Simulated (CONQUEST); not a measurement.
**Geometry relaxation of K**

System: K (2 atoms in the cell).
Method: Kohn-Sham DFT of a periodic cell, BLYP, PseudoDojo NC PBE, no spin polarisation (CONQUEST 1.3).

The structure derives from a Materials Project entry. The run did not end well. It belongs to a series of runs on one base structure; here: atoms of the box moved at random by about 0.05 A.

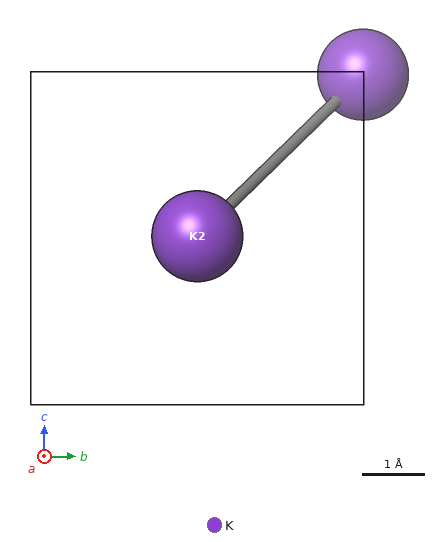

Fig. 1: The structure as given in the input (ball-and-stick view of the cell of the calculation, along the a axis; atoms are numbered from 1 in the order of the input). Near neighbours in the crystal (not all of them lie inside the picture): K has 1 K at 4.60 Å.

Input file:
```
IO.Title K
IO.Coordinates coords.dat
IO.FractionalAtomicCoords F
IO.Iprint 2
IO.Iprint_init 1
General.NumberOfSpecies 1
General.PseudopotentialType hamann
General.DistanceUnits A
General.FunctionalType -106131
General.DifferentFunctional T
AtomMove.TypeOfRun sqnm
AtomMove.FullStress T
Grid.GridCutoff 120
DM.SolutionMethod diagon
Diag.MPMesh T
Diag.GammaCentred T
Diag.MPMeshX 3
Diag.MPMeshY 3
Diag.MPMeshZ 3
Diag.kT 0.00183747
minE.SCTolerance 1e-6
Diag.SmearingType 1
Diag.MPOrder 2
SC.MaxIters 100
IO.AtomChargeOutput T
AtomMove.NumSteps 30
AtomMove.WriteExtXYZ T
AtomMove.OutputFreq 1
AtomMove.WriteXSF F
AtomMove.MaxForceTol 1e-3
IO.DumpChargeDensity T
IO.DumpTotPot T
%block ChemicalSpeciesLabel
1 39.100 K
%endblock
```

Launched with:
```bash
Conquest
```

The program's output:
```
Simulation cell dimensions:     5.3951 A  x     5.3951 A  x     5.3951 A

      Atomic coordinates (A )
         Atom         X         Y         Z  Species
            1    0.0426   10.1715   10.1035        1
            2    5.0729    5.0979    5.1551        1

         Monkhorst-Pack mesh:   3 x   3 x   3 gamma-centred
        This calculation includes non-local pseudopotentials,
         with a maximum core radius of     11.52907648

    Job title: K
    Job to be run: SQNM atomic relaxation

    Ground state search:
      Support functions represented with PAO basis
      1:1 PAO to SF mapping
      Non-spin-polarised electrons
      Solving for the K matrix using diagonalisation
      Using order  2 Methfessel-Paxton smearing

    Integration grid size:     60 x   60 x   60

    Integration grid spacing:  0.090 A  x 0.090 A  x 0.090 A

    Number of species:  1
    --------------------------------------------------------
    |   #  mass (au)  Charge (e)  SF Rad (A )  NSF  Label  |
    --------------------------------------------------------
    |   1     39.100       9.000        6.204    5  K      |
    --------------------------------------------------------
          SCF tolerance:                 0.00000100
          SCF iterations:               100

    LibXC version:  6. 2. 2
    Using the GGA functional Becke 88
    Using the GGA functional Lee, Yang & Parr

           radial cut-off to be used is taken to be max PAO cut-off radius for this species:   11.529076

           greatest ang. mom. for making density from PAOs:  1
    Minimum blocs/proc is     3375. Maximum blocs/proc is     3375
    set_atom_dens: In set_atomic_density, electrons :      18.000000000000
 matrix_size & matrix_size_padH =           10          10

    Screened ion int: energy:     -45.617790564525 Ha

    sqnm: starting SQNM atomic relaxation
    sqnm: Tolerance:   0.0010 Ha/A  Maximum steps:   30
      PulayMixSC: Starting Pulay mixing, A_up =  0.500 A_dn =  0.500
      PulayMixSC: Spin non-polarised calculation.
          Proc:     0 findFermi_fixspin: Warning! Diag.NElecLess >= total number of electrons for spin channel  1 setting it equal to number of electrons, but this is slow and you may want to change it to something smaller.
          Harris-Foulkes Energy            :       -59.996049715421478 Ha
          Free Energy (E-TS)               :       -59.996019739335196 Ha
      PulayMixSC: Pulay iteration     1 residual:              0.19839E-03
          Proc:     0 findFermi_fixspin: Warning! Diag.NElecLess >= total number of electrons for spin channel  1 setting it equal to number of electrons, but this is slow and you may want to change it to something smaller.
          Harris-Foulkes Energy            :       -59.996001629771371 Ha
          Free Energy (E-TS)               :       -59.995971653447072 Ha
      PulayMixSC: Pulay iteration     2 residual:              0.96754E-04
          Proc:     0 findFermi_fixspin: Warning! Diag.NElecLess >= total number of electrons for spin channel  1 setting it equal to number of electrons, but this is slow and you may want to change it to something smaller.
          Harris-Foulkes Energy            :       -59.995987107953468 Ha
          Free Energy (E-TS)               :       -59.995957130245110 Ha
      PulayMixSC: Pulay iteration     3 residual:              0.21414E-05
          Proc:     0 findFermi_fixspin: Warning! Diag.NElecLess >= total number of electrons for spin channel  1 setting it equal to number of electrons, but this is slow and you may want to change it to something smaller.
          Harris-Foulkes Energy            :       -59.995987110777321 Ha
          Free Energy (E-TS)               :       -59.995957133107090 Ha
      PulayMixSC: Pulay iteration     4 residual:              0.16965E-07
      PulayMixSC: Reached SCF tolerance of  0.16965E-07 after      4 iterations
      | Number of electrons      =        18.000087
      | GS Energy with kT -> 0   =       -59.995964627524643 Ha
      | Free Energy as E-TS      =       -59.995957133107090 Ha
      |* Harris-Foulkes energy   =       -59.995987110777321 Ha
      |* DFT total energy        =       -59.995987110777016 Ha

      force: Forces on atoms (Ha/A )
      force:  Atom   X              Y              Z
      force:     1  -0.0002064409   0.0000023497   0.0008305061
      force:     2   0.0002455722  -0.0001259689  -0.0006128356

      force: Maximum force :        0.00083051(Ha/A ) on atom         1 in z direction
      force: Force Residual:        0.00076945 Ha/A
      force: Total stress:          0.11863469     0.00069824     0.00276717 GPa
                             0.00069824     0.11585732    -0.00105108
                             0.00276717    -0.00105108     0.12756823
      force: Average pressure:     -0.12068675 GPa

      get_E_and_F: Change in energy during last step of electronic optimisation: -0.28239E-08

    GeomOpt - Iter:    0 MaxF:   0.00083051 Ha/A  E:     -59.99598711 Ha dE:     0.00000000 Ha

    maximum force below threshold:      0.00083 Ha/A

    BIBLIOGRAPHY: Please consider citing the following references in the conquest.bib file

    CONQUEST:         Bowler2002pt, Miyazaki2004, Nakata2020
    Basis:            Bowler2019
    DM:               Bowler:2006xr
    Pseudopotentials: Hamann2013, Bowler2019
    XC references from LibXC:
      C. Lee, W. Yang, and R. G. Parr.,  Phys. Rev. B 37, 785 (1988)

    Warnings written to file Conquest_warnings; please check
```

File coord_next.dat:
```
     10.19529360716262367      0.00000000000000000      0.00000000000000000
      0.00000000000000000     10.19529360716262367      0.00000000000000000
      0.00000000000000000      0.00000000000000000     10.19529360716262367
       2
      0.04260613202041314     10.17149779179850988     10.10348498819642060     1  T  T  T
      5.07289263062020712      5.09787110008843047      5.15514825958973333     1  T  T  T
```

What the run reported:

| quantity | value |
| --- | --- |
| outcome | not converged |
| space group (tolerance 0.01 Å) | P-1 (2) |
| electrons treated | 18 |
| free energy | −1632.5732 eV |
| Fermi energy | −2.695 eV |
| gap on the k-point mesh | 0.74 eV |
| pressure | −0.12 GPa |
| final volume | 157.04 Å³ |
| largest force (length of the vector) | 0.023 eV/Å |
| hardware | 1 thread of Intel Xeon (Sapphire Rapids), 16 GiB of memory available, shared host |
| wall time | 21 s |
| peak memory | 0.52 GiB |

The run did not converge. Its last values are not results. Further notes kept with the run: read_and_write: Functional in input file differs to pseudopotential but proceeding: -106131 101. Points of doubt noted for this run: output prints bohr positions as angstrom; potential of other functional; small atomic basis.
